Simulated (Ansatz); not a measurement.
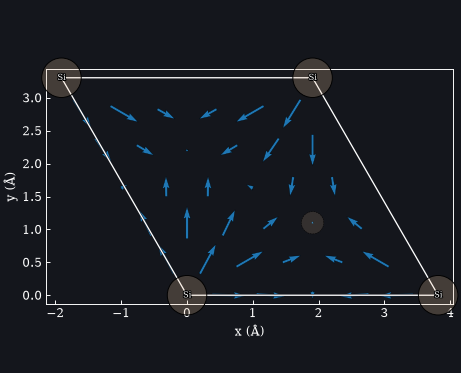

N₂ on a Si(001) slab cut from the P6_3/mmc phase, its upper half relaxed before the scan (8 atoms of substrate and one adsorbate in a 1 × 1 cell). 
- N2 is moved over the surface cell at a fixed height above a rigid substrate; the origin of the map has the adsorbate above Si8; the height is held at 3.10 Å.
- Places are given modulo a cell vector. The map is drawn in real space over the plane of the surface.
- Grid: 6 × 6 points; 10 points were computed and 26 follow by symmetry.
- With one adsorbate in each 1 × 1 cell, its nearest image is 3.8 Å away, so neighbouring adsorbates interact. At a fixed height the lowest place need not be the adsorption site.
- Theory: DFT PBE+D3(BJ), scalar-relativistic, plane waves, PAW in Ansatz 0.2.0. Settings: cutoff 420 eV, k-mesh 9×9×1, gaussian smearing 0.05 eV, no spin polarisation.

Drawn: arrows along the force (downhill), their lengths compressed, labelled circles for the atoms of the top layer and small ones for the second layer, the outline of one cell of the plane.

> The arrows alone are given. Where are the wells?

The arrows converge at a threefold hollow, (2/6, 4/6) of the cell vectors; a threefold hollow over a second-layer Si atom, (4/6, 2/6) of the cell vectors (6 meV up) (read from the interpolated surface).

The energy map of the same scan:

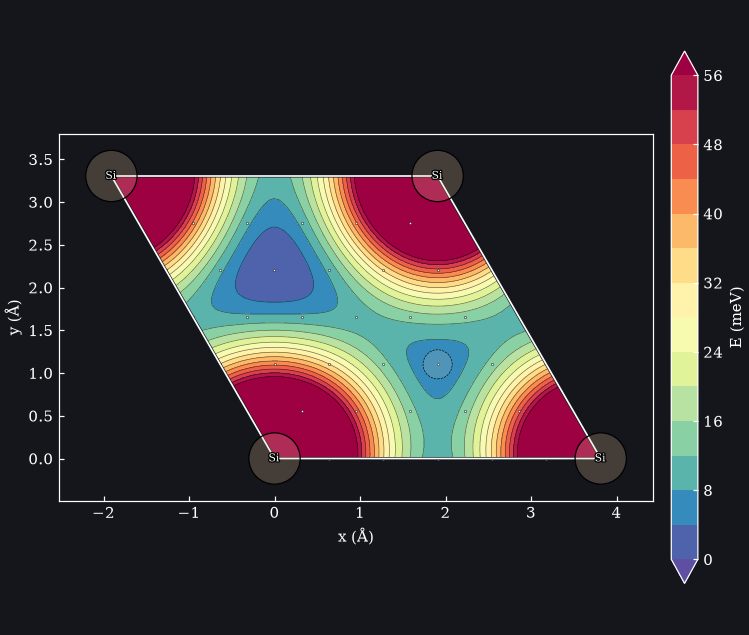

Energies are in meV, from the lowest grid point; between grid points the surface is interpolated.

PAW datasets: the set soft_1.
